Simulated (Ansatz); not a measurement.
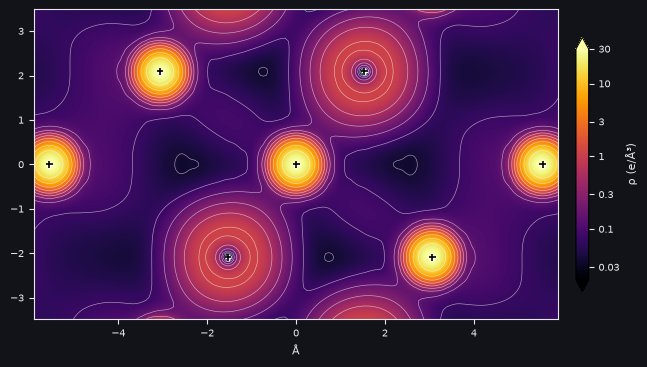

The valence charge density (pseudo) on a plane through atoms (crosses mark nuclei in the plane).

Computed with Ansatz, DFT r2SCAN, scalar-relativistic, plane waves, PAW.

Candidates:
A. Cd$_{5}$S, a = 3.67 Å, b = 3.67 Å, c = 12.22 Å, α = 90.00°, β = 90.00°, γ = 120.00°. Space group P-3m1; a generated structure, not necessarily the stable one.
B. Mg$_{2}$S, a = 3.62 Å, b = 3.62 Å, c = 11.10 Å, α = 90.00°, β = 90.00°, γ = 120.00°. Space group P-3m1; a generated structure, not necessarily the stable one.

### Which system is this?

Candidate B: Mg$_{2}$S on the (110) plane of the conventional cell, which holds Mg and S. Mg–S (2.59 Å): ρ is about 0.28 e/Å³ halfway.
